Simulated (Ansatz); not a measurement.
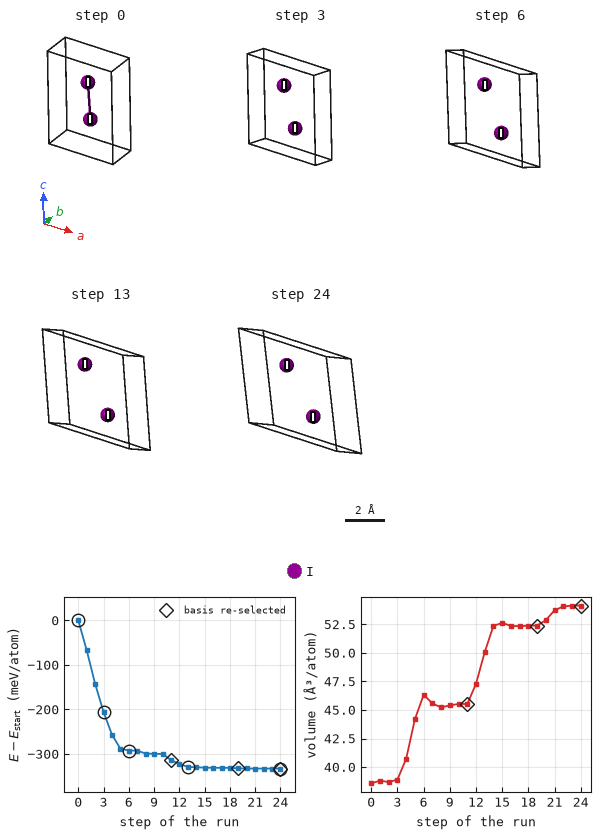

Frames of a relaxation of crystalline I (a generated structure, set up in Imma), marked on the history of the run. The picture is a ball-and-stick view of the cell of the calculation, seen slightly off an axis.

All numbers below come from DFT, PAW plane waves, PBE in Ansatz.

Input file:
```yaml
crystal:
  lattice:
    - [0.0, 0.0, 3.609759]
    - [3.352829, -3.186497, 1.804879]
    - [3.352829, 3.186497, -1.804879]
  atoms:
    - { symbol: I, position: [0.443, 0.75, 0.25] }
    - { symbol: I, position: [0.557, 0.25, 0.75] }
  symmetry: { tolerance: 0.0003 }
kpoints:
  mp_grid: { grid: [6, 6, 6], shift: [0, 0, 0] }
magnetization:
  spin_polarized: false
scf:
  occupations: { method: fermi_dirac, width: 0.043 }
  eigensolver: { kind: davidson }
hamiltonian:
  pseudopotentials: { kind: paw }
  xc: pbe
basis:
  ecutwfc: 420
  precision: f64
output:
  forces: true
  stress: true
  eigenvalues: true
  write_density: true
  write_potential: true
  elf: true
  volumetric_format: npy
relax:
  max_steps: 40
  cell: {}
  f_tol: 0.1
  max_displacement: 0.1
accuracy: medium
```

Run as
```bash
ansatz run input.yaml --threads 1 --pin off --max-ram 2560MiB --backend cpu --events-out ev --progress --plain --runs-dir out
```

### Describe the path.

The largest moves relative to the cell, 0.54 Å, are those of I1 and I2. I1 goes along +a. The drawn cell changes as follows: a 3.610 → 4.957 Å (+37.3 %), b = c 4.965 → 5.360 Å (+7.9 %), α 95.0° → 114.4°, β 111.3° → 117.5°, γ 68.7° → 62.5°; the volume changes by +40.4 %. Some distances before and after: I1–I1 3.610 → 4.957 Å, I1–I2 3.478 → 4.805 Å, I1–I2 (another image) 3.378 → 2.947 Å, I1–I2 (another image) 3.882 → 4.247 Å. Among the angles between lasting bonds that change: I2–I1–I2 166.0° → 160.1°. The space group stays Imma (No. 74). Over 21 accepted moves (24 points after the start) the energy falls by 333 meV per atom. Largest force component: 0.42 eV/Å at the start, 0.00021 eV/Å at the end. Pressure: 0.37 GPa at the start and 0.00 GPa at the end. The SCF was repeated 3 times at an unchanged geometry on a basis and grid sized afresh for the cell, which shifted the energy by 13.9 meV per atom at most. From step 0 to 3: I atoms move most (0.27 Å), volume +0.9 %, energy −206 meV per atom. From step 3 to 6: I atoms move most (0.12 Å), volume +19.1 %, energy −86.2 meV per atom. From step 6 to 13: I atoms move most (0.05 Å), volume +8.1 %, energy −36.9 meV per atom. From step 13 to 24: I atoms move most (0.02 Å), volume +8.1 %, energy −3.8 meV per atom.
